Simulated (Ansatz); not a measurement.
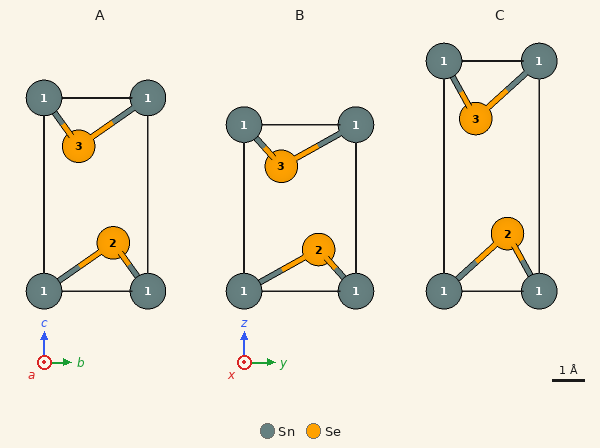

A scan of crystalline SnSe2 (P-3m1): the ratio of the cell's length along z to its lengths across, counted as 1 for the reference, is changed at fixed volume (a c/a path), with the atoms kept at their fractional coordinates. x, y and z are the Cartesian axes of the input. The picture is a ball-and-stick view of the cell of the calculation, seen along the a axis.

Theory: DFT PBEsol, scalar-relativistic, plane waves, PAW in Ansatz. Settings: plane-wave cutoff 420 eV; k-point mesh 9 × 9 × 6; occupations gaussian; smearing width 0.05 eV; no spin polarisation. Energies (free energies at the smearing named) are counted from the cell as listed in its source, which wasn't relaxed.

Q: Rank the frames from lowest to highest energy.

A: Lowest first: A (the relative ratio 1.00, 0.0 meV/atom), B (the relative ratio 0.80, 125.1 meV/atom), C (the relative ratio 1.30, 226.7 meV/atom). Over the whole scan: the lowest computed point lies at the relative ratio 1.05 (−1.2 meV/atom). At the ends of the scan the energy is 125.1 meV/atom (0.80) and 226.7 meV/atom (1.30). The unrelaxed reference is under a pressure of 2.2 GPa. The distortion keeps the space group P-3m1. At the relative ratio 1.30 the cell of the drawing goes a 3.811 → 3.492 Å, b 3.811 → 3.492 Å, c 6.137 → 7.310 Å. The band gap on the mesh, 0.62 eV in the reference, closes at 0.80, 1.20, 1.30.
